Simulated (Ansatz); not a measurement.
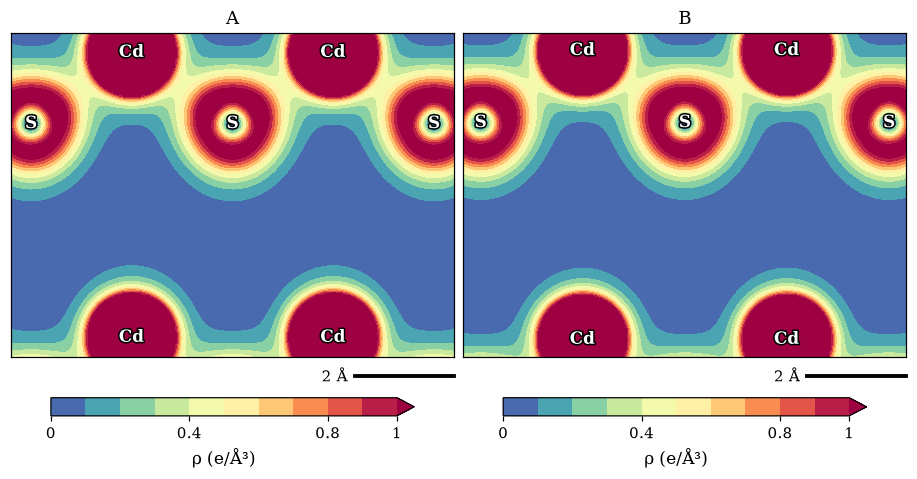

CdS. The valence pseudo-density of two cells that differ in size, on the (101̄) plane of each (indices in the axes of the calculation cell), at one length scale and on one colour scale: B has 24.8 Å³ an atom and A 23.8.

Computed with Kohn-Sham DFT of a periodic cell, revPBE with D3(BJ), Ansatz PAW (Ansatz).

In a PAW calculation such maps are meaningful between the atoms, not at the nuclei.

> What changes from the larger cell to the smaller?

From the larger cell to the smaller, Cd–S goes from 2.53 to 2.49 Å, and the density at its midpoint from 0.42 to 0.45 e/Å³; the pressure goes from 0.1 to 2.7 GPa; the Kohn–Sham gap goes from 1.3 eV to 1.4 eV.
